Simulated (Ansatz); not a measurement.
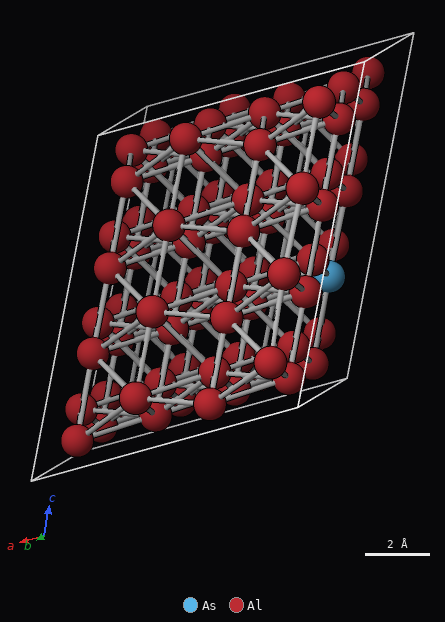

Figure 1. The starting structure (ball-and-stick view of the cell of the calculation, seen at an oblique angle). An atom can appear more than once, as a periodic image.

Run report: Al63As, geometry relaxation (part 1 of 3)

System: Al63As (defect cell, 64 atoms in the cell).
Method: DFT PBE, scalar-relativistic, plane waves, PAW, spin-polarised (Ansatz 0.2.0).

The structure derives from a Materials Project entry.

### Log
```
settings of this run that can trade accuracy for cost: output.eigenvalues: false. Do not mix this run's numbers with those of runs without the same settings; the input reference describes each key
Engine: ansatz 0.2.0, aarch64-unknown-linux-gnu
Pseudopotentials: kind: paw
Pseudopotential: As, paw, valence charge 15, recommended cutoff 420 eV (normal), As.paw.azcp
Pseudopotential: Al, paw, valence charge 3, recommended cutoff 420 eV (normal), Al.paw.azcp
Functional definition: PBE
  parameter kappa = 0.804
  parameter beta = 0.06672455060314922
  exchange = pbe_x(kappa = kappa, mu = beta*pi^2/3)
  correlation = pbe_c(beta = beta)
Crystal: 64 atoms, lattice volume = 1066.841 Å³
Basis set: ecut = 420 eV, 20787 PW (Γ), exchange–correlation on 160×160×160 points (8 copies of the dense FFT grid, shifted against one another)
Bands: 168, of which v1, the nominal top of the filled ones, is band 102 counted from 1 (101 counted from 0)
Symmetry: 1 space group operations
Space group: P1 (ITA 1), of the structure as read, at distance tolerance 1.0e-4 Å
Magnetic group: BNS 1.1 (UNI 1), of the structure as read, at distance tolerance 1.0e-4 Å
k-points: 8
Non-local potential: As, projectors of the file, l = 0: 2, l = 1: 2, l = 2: 3, l = 3: 1
Non-local potential: Al, projectors of the file, l = 0: 2, l = 1: 2, l = 2: 1
PAW form: soft (Blöchl's): semilocal exchange-correlation on the pseudo side does not see the compensation charge
PAW one-centre angular grid: As, 590 points (default); XC on 64 Gauss nodes
PAW one-centre angular grid: Al, 110 points (default); XC on 64 Gauss nodes
Initial density: superposition of atomic densities (chi_scale 0.1, normalization cell, long waves kept (reshape's long-wave potential 0.26 eV rms))
Starting moments: Σ|m| = 3.5 μB on 7 of 64 sites
Initial wavefunctions: pseudopotential atomic-orbital guess
Functional: x = pbe(κ = 0.804, μ = 0.2195149727645171), c = pbe(β = 0.06672455060314922)
SCF iter   1: F=—  HF=-38723.226875 eV  |F-HF|=—  |Δ(HF+E_count)|=         —  Δρ=1.82e-2 (↑1.82e-2 ↓1.41e-2)  dr2=5.58e1  dr2_m=3.72e-1  M=1.020 μB ∫|m|=1.088 μB  β_m=0.30  ethr=3.10e-3  ⟨swp⟩=5.8  Hψ=12432  notcnv=0  defer=160
preconditioner: auto → Kerker (q_TF=auto, 2.071 Å⁻¹)  [metal: Δε(μ)=0.013 eV  Ē_g=6.748 eV  σ=0.050 eV  W_gap=0.15  n_scr=166 (ndim 8)  ℏωp=15.8 eV  f_vac=0.000  D(μ)=26.55/eV (n_scr^D=166)]
spin=Collinear: Kerker preconditioning applied to the charge; magnetization (m = ρ↑ − ρ↓) channel mixes plain (no charge-response kernel on spin).
SCF iter   2: F=—  HF=-38719.551457 eV  |F-HF|=—  |Δ(HF+E_count)|=    3.68e0  Δρ=1.34e-2 (↑1.34e-2 ↓1.05e-2)  dr2=2.71e1  dr2_m=1.89e-1  M=0.878 μB ∫|m|=0.939 μB  β_m=0.30  ethr=3.10e-3  ⟨swp⟩=2.0  Hψ=3334  notcnv=0  defer=575
SCF iter   3: F=—  HF=-38715.572427 eV  |F-HF|=—  |Δ(HF+E_count)|=    3.98e0  Δρ=4.87e-3 (↑4.87e-3 ↓4.54e-3)  dr2=8.17e-1  dr2_m=9.79e-2  M=0.728 μB ∫|m|=0.751 μB  β_m=0.30  ethr=3.10e-3  ⟨swp⟩=3.4  Hψ=5622  notcnv=0  defer=715
SCF iter   4: F=—  HF=-38715.367655 eV  |F-HF|=—  |Δ(HF+E_count)|=   2.05e-1  Δρ=3.45e-3 (↑3.45e-3 ↓2.73e-3)  dr2=1.95e-1  dr2_m=5.07e-2  M=0.629 μB ∫|m|=0.649 μB  β_m=0.30  ethr=4.01e-4  ⟨swp⟩=2.9  Hψ=4293  notcnv=0  defer=848
SCF iter   5: F=—  HF=-38715.311299 eV  |F-HF|=—  |Δ(HF+E_count)|=   5.64e-2  Δρ=1.71e-3 (↑1.64e-3 ↓1.71e-3)  dr2=2.09e-2  dr2_m=2.66e-2  M=0.540 μB ∫|m|=0.555 μB  β_m=0.30  ethr=9.57e-5  ⟨swp⟩=2.0  Hψ=3660  notcnv=0  defer=850
SCF iter   6: F=—  HF=-38715.305776 eV  |F-HF|=—  |Δ(HF+E_count)|=   5.52e-3  Δρ=1.29e-3 (↑1.15e-3 ↓1.29e-3)  dr2=1.06e-3  dr2_m=1.42e-2  M=0.463 μB ∫|m|=0.475 μB  β_m=0.30  ethr=1.02e-5  ⟨swp⟩=2.0  Hψ=3506  notcnv=0  defer=850
SCF iter   7: F=—  HF=-38715.312292 eV  |F-HF|=—  |Δ(HF+E_count)|=   6.52e-3  Δρ=9.63e-4 (↑8.30e-4 ↓9.63e-4)  dr2=4.33e-4  dr2_m=7.74e-3  M=0.393 μB ∫|m|=0.403 μB  β_m=0.30  ethr=5.22e-7  ⟨swp⟩=2.0  Hψ=3697  notcnv=0  defer=856
Mixer restart at iter 7: flushing history
spin-set hold released at iteration 7 (site moments contracting): the magnetisation degrees of freedom join the quasi-Newton model from the next iteration; the mixer history was flushed
SCF iter   8: F=—  HF=-38715.316658 eV  |F-HF|=—  |Δ(HF+E_count)|=   4.37e-3  Δρ=7.12e-4 (↑6.21e-4 ↓7.12e-4)  dr2=2.66e-4  dr2_m=4.28e-3  M=0.334 μB ∫|m|=0.343 μB  β_m=0.65  ethr=2.12e-7  ⟨swp⟩=2.0  Hψ=3676  notcnv=0  defer=856
SCF iter   9: F=—  HF=-38715.323874 eV  |F-HF|=—  |Δ(HF+E_count)|=   7.22e-3  Δρ=9.72e-5 (↑9.50e-5 ↓9.72e-5)  dr2=1.19e-5  dr2_m=8.95e-5  M=0.126 μB ∫|m|=0.130 μB  β_m=0.81  ethr=1.30e-7  ⟨swp⟩=3.2  Hψ=4409  notcnv=0  defer=856
SCF iter  10: F=—  HF=-38715.324189 eV  |F-HF|=—  |Δ(HF+E_count)|=   3.15e-4  Δρ=4.11e-5 (↑3.92e-5 ↓4.11e-5)  dr2=6.55e-6  dr2_m=1.52e-5  M=0.068 μB ∫|m|=0.070 μB  β_m=0.83  ethr=5.82e-9  ⟨swp⟩=3.8  Hψ=6134  notcnv=0
SCF iter  11: F=—  HF=-38715.324244 eV  |F-HF|=—  |Δ(HF+E_count)|=   5.55e-5  Δρ=1.56e-5 (↑1.56e-5 ↓1.56e-5)  dr2=8.13e-7  dr2_m=2.36e-6  M=0.033 μB ∫|m|=0.034 μB  β_m=0.92  ethr=3.21e-9  ⟨swp⟩=3.0  Hψ=6040  notcnv=0
SCF iter  12: F=—  HF=-38715.324255 eV  |F-HF|=—  |Δ(HF+E_count)|=   1.10e-5  Δρ=6.53e-6 (↑6.43e-6 ↓6.53e-6)  dr2=5.21e-8  dr2_m=4.09e-7  M=0.013 μB ∫|m|=0.013 μB  β_m=0.96  ethr=3.98e-10  ⟨swp⟩=3.0  Hψ=5885  notcnv=0
SCF iter  13: F=-38715.324258 eV  HF=-38715.324257 eV  |F-HF|=2.55e-8  |Δ(HF+E_count)|=   2.21e-6  Δρ=1.35e-6 (↑1.35e-6 ↓1.22e-6)  dr2=1.71e-8  dr2_m=1.58e-8  M=0.002 μB ∫|m|=0.002 μB  ethr=2.56e-11  ⟨swp⟩=2.0  Hψ=4388  notcnv=0
WARN: the starting moments were not kept: the SCF closed with an absolute magnetisation of 2.4e-3 μB, where they sum to 3.5 μB in size (7 sites). That is at most 0.1 of that sum. Measured as dr2_m measures the in/out step, that magnetisation stands 2.0e-8 eV from none, at or under the dr2_threshold of 6.3e-5 eV: it is no larger than a step whose dr2_m would equal this threshold. The system may hold no moment; this SCF shows only that its start led to no more than that. To try another start: raise the starting moments (crystal.atoms[].spin, magnetization.per_species, magnetization.initial_magnetization, or on a non-collinear deck that types none of these the spinor_matrix: blocks that start its atoms; where the total moment is fixed, keep their sum and leave initial_magnetization as it is; typed ones take the place of any that the run laid by itself, positive ones on a crystal's lanthanoids without a Hubbard term where scf.initial_density.shell_occupations: [] is typed) or, if the notice of its spin-set hold's release reads "site moments contracting" or "site moments show no strong build", lengthen the hold (scf.mixing.spin_hold: { on: { confirm: 4 } }; for m-r²SCAN on two components see the key's manual first). Each may lead to a state that holds a moment. A second SCF, from the converged charge density, with the starting moments and any scf.initial_density.shell_occupations laid on it anew, would have followed, and was not run: the deck does not ask for one (magnetization.retry_lost_moments is false, the default). To let it run, set magnetization.retry_lost_moments: true and run the deck again, where that key's refused combinations let it; where memory then withholds it, that run's warning says so.
SCF 1 converged in 13 iterations: F = -38715.324258 eV  dr2 = 1.71e-8
  greatest PAW one-centre occupation: 0.999 electrons in one spin orbital (limit 2), on the As atom at site 0 (counted from 0), in its partial waves of l = 2
relax step   1: F+E_penalty+E_count = -38715.32425752 eV  Δ(F+E_penalty+E_count) = +0.000e0 eV  max|allowed force component| = 3.380e-1 eV/Å  Δτ_max = 0.0000 Å  (13 SCF iters, dr2 threshold 6.25e-5 eV, accepted)
Initial density: handed on by an earlier stage of this run
Starting moments: Σ|m| = 3.5 μB on 7 of 64 sites; this step starts from the density that it was given
Initial wavefunctions: those handed on with the density
iter 1 solved again at ethr=6.40e-5 eV; its pass at ethr=3.10e-3 eV (dr2=1.30e-1 eV) is discarded
SCF iter   1: F=—  HF=-38715.436033 eV  |F-HF|=—  |Δ(HF+E_count)|=         —  Δρ=7.95e-4 (↑7.23e-4 ↓7.95e-4)  dr2=1.29e-1  dr2_m=1.78e-4  M=0.002 μB ∫|m|=0.031 μB  β_m=0.30  ethr=6.40e-5  ⟨swp⟩=1.1  Hψ=8076  notcnv=0  defer=856
preconditioner: auto → Kerker (q_TF=auto, 2.071 Å⁻¹)  [metal: Δε(μ)=0.024 eV  Ē_g=6.775 eV  σ=0.050 eV  W_gap=0.27  n_scr=166 (ndim 8)  ℏωp=15.8 eV  f_vac=0.000  D(μ)=45.84/eV (n_scr^D=360)]
spin=Collinear: Kerker preconditioning applied to the charge; magnetization (m = ρ↑ − ρ↓) channel mixes plain (no charge-response kernel on spin).
SCF iter   2: F=—  HF=-38715.424817 eV  |F-HF|=—  |Δ(HF+E_count)|=   1.12e-2  Δρ=5.90e-4 (↑5.33e-4 ↓5.90e-4)  dr2=6.43e-2  dr2_m=9.76e-5  M=0.002 μB ∫|m|=0.025 μB  β_m=0.65  ethr=6.30e-5  ⟨swp⟩=1.0  Hψ=1816  notcnv=0  defer=856
SCF iter   3: F=—  HF=-38715.413049 eV  |F-HF|=—  |Δ(HF+E_count)|=   1.18e-2  Δρ=6.83e-5 (↑6.49e-5 ↓6.83e-5)  dr2=2.69e-4  dr2_m=1.89e-6  M=0.001 μB ∫|m|=0.006 μB  β_m=0.76  ethr=3.15e-5  ⟨swp⟩=2.0  Hψ=2765  notcnv=0  defer=856
SCF iter   4: F=—  HF=-38715.413097 eV  |F-HF|=—  |Δ(HF+E_count)|=   4.85e-5  Δρ=2.18e-5 (↑2.12e-5 ↓2.18e-5)  dr2=2.37e-5  dr2_m=2.00e-7  M=0.001 μB ∫|m|=0.002 μB  β_m=0.70  ethr=1.32e-7  ⟨swp⟩=2.1  Hψ=3660  notcnv=0  defer=856
iter 5 did not close the SCF: its close was put off for a magnetic moment that had not settled (scf_convergence_deferred on its scf_iter line)
SCF iter   5: F=-38715.413082 eV  HF=-38715.413084 eV  |F-HF|=2.38e-6  |Δ(HF+E_count)|=   1.31e-5  Δρ=8.48e-6 (↑8.48e-6 ↓8.28e-6)  dr2=3.53e-6  dr2_m=4.19e-8  M=0.000 μB ∫|m|=0.001 μB  β_m=0.71  ethr=3.50e-9  ⟨swp⟩=4.0  Hψ=6376  notcnv=0
SCF iter   6: F=-38715.413084 eV  HF=-38715.413084 eV  |F-HF|=8.29e-8  |Δ(HF+E_count)|=   5.98e-7  Δρ=2.65e-6 (↑2.65e-6 ↓2.42e-6)  dr2=3.00e-7  dr2_m=5.48e-9  M=0.000 μB ∫|m|=0.001 μB  ethr=1.73e-9  ⟨swp⟩=1.4  Hψ=6168  notcnv=0
the starting moments were not kept: the SCF closed with an absolute magnetisation of 5.1e-4 μB, where they sum to 3.5 μB in size (7 sites). That is at most 0.1 of that sum. Measured as dr2_m measures the in/out step, that magnetisation stands 1.5e-9 eV from none, at or under the dr2_threshold of 7.1e-6 eV: it is no larger than a step whose dr2_m would equal this threshold.
SCF 2 converged in 6 iterations: F = -38715.413084 eV  dr2 = 3.00e-7
relax step   2: F+E_penalty+E_count = -38715.41308351 eV  Δ(F+E_penalty+E_count) = -8.883e-2 eV  max|allowed force component| = 4.810e-2 eV/Å  Δτ_max = 0.0694 Å  (6 SCF iters, dr2 threshold 7.14e-6 eV, accepted)
iter 1 solved again at ethr=1.48e-10 eV; its pass at ethr=3.10e-3 eV (dr2=3.01e-7 eV) is discarded
SCF iter   1: F=—  HF=-38715.413084 eV  |F-HF|=—  |Δ(HF+E_count)|=         —  Δρ=2.65e-6 (↑2.65e-6 ↓2.43e-6)  dr2=3.01e-7  dr2_m=5.49e-9  M=0.000 μB ∫|m|=0.001 μB  β_m=0.30  ethr=1.48e-10  ⟨swp⟩=1.0  Hψ=6409  notcnv=0  defer=854
preconditioner: auto → Kerker (q_TF=auto, 2.071 Å⁻¹)  [metal: Δε(μ)=0.035 eV  Ē_g=6.775 eV  σ=0.050 eV  W_gap=0.38  n_scr=166 (ndim 8)  ℏωp=15.8 eV  f_vac=0.000  D(μ)=46.28/eV (n_scr^D=360)]
spin=Collinear: Kerker preconditioning applied to the charge; magnetization (m = ρ↑ − ρ↓) channel mixes plain (no charge-response kernel on spin).
SCF iter   2: F=—  HF=-38715.413084 eV  |F-HF|=—  |Δ(HF+E_count)|=   6.61e-9  Δρ=2.06e-6 (↑2.06e-6 ↓1.89e-6)  dr2=1.78e-7  dr2_m=3.46e-9  M=0.000 μB ∫|m|=0.000 μB  β_m=0.65  ethr=1.48e-10  ⟨swp⟩=1.0  Hψ=1818  notcnv=0  defer=854
SCF iter   3: F=-38715.413084 eV  HF=-38715.413084 eV  |F-HF|=7.79e-10  |Δ(HF+E_count)|=   3.99e-9  Δρ=1.46e-7 (↑1.23e-7 ↓1.46e-7)  dr2=1.28e-9  dr2_m=5.89e-11  M=0.000 μB ∫|m|=0.000 μB  ethr=4.90e-11  ⟨swp⟩=2.0  Hψ=6252  notcnv=0
the starting moments were not kept: the SCF closed with an absolute magnetisation of 8.4e-5 μB, where they sum to 3.5 μB in size (7 sites). That is at most 0.1 of that sum. Measured as dr2_m measures the in/out step, that magnetisation stands 2.9e-11 eV from none, at or under the dr2_threshold of 1.0e-7 eV: it is no larger than a step whose dr2_m would equal this threshold.
SCF 3 converged in 3 iterations: F = -38715.413084 eV  dr2 = 1.28e-9
relax step   3: F+E_penalty+E_count = -38715.41308358 eV  Δ(F+E_penalty+E_count) = -7.183e-8 eV  max|allowed force component| = 4.811e-2 eV/Å  Δτ_max = 0.0000 Å  (3 SCF iters, accepted)
```

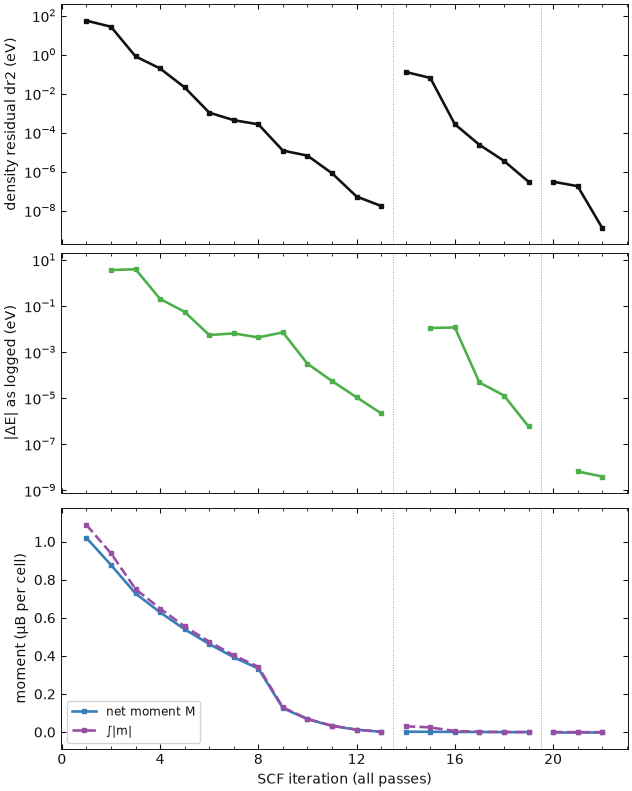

Figure 2. Convergence of the self-consistent field: density residual dr2, size of the energy change and magnetic moment against the SCF iteration. The dotted lines part the SCF passes of the relaxation: geometry steps, rejected trials and re-solves on a re-selected basis. The passes take 13, 6 and 3 iterations. The net moment goes from 1.0 to 0.0 μB per cell, and ∫|m| falls to zero.

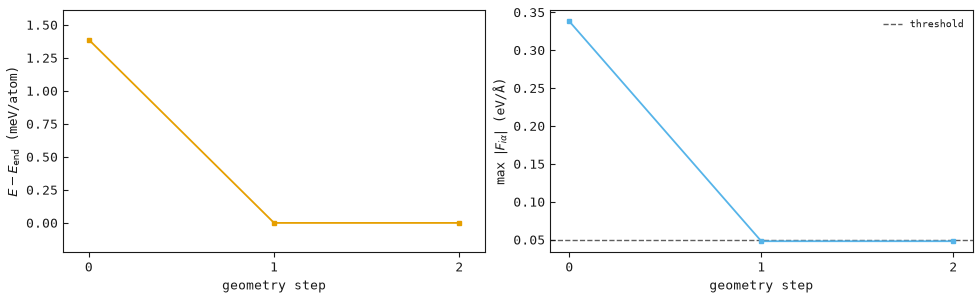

Figure 3. Progress of the relaxation, step by step (the first geometry is step 0 here and step 1 in the log).

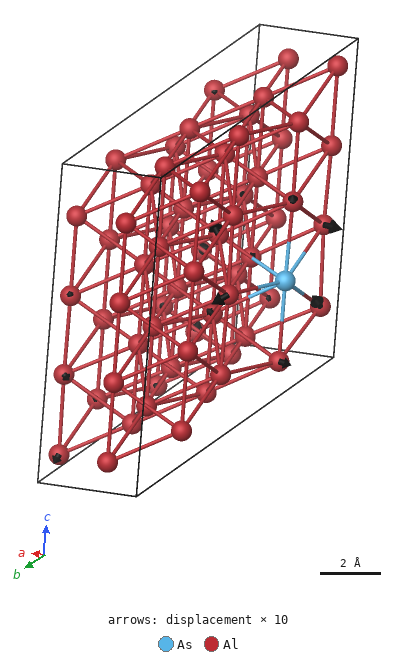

Figure 4. The starting structure with the displacements as black arrows, magnified 10 times (ball-and-stick view of the cell of the calculation, seen at an oblique angle). Al38 moves most: 0.069 Å. By element the largest moves are Al 0.069 Å, As 0.007 Å. The cell stays as it was. Among the contacts that change: Al37–Al64 2.706 → 2.807 Å, Al38–Al55 2.870 → 2.792 Å, Al6–Al38 2.887 → 2.963 Å, Al53–Al64 2.882 → 2.807 Å. Over 2 geometry steps the energy falls by 1.4 meV per atom. The largest force component goes from 0.34 to 0.048 eV/Å. (Atoms are counted from 1 in the order of the input.)

```
SCF converged after 3 iterations
Magnetization: 0.0001 μB (102.0000 up, 102.0000 down)
Absolute magnetization: 0.0001 μB (∫|ρ↑−ρ↓|, with the PAW one-centre terms)
Spin contamination: 0.0000 ħ² per cell (⟨S²⟩ above its minimum at these occupations)
```
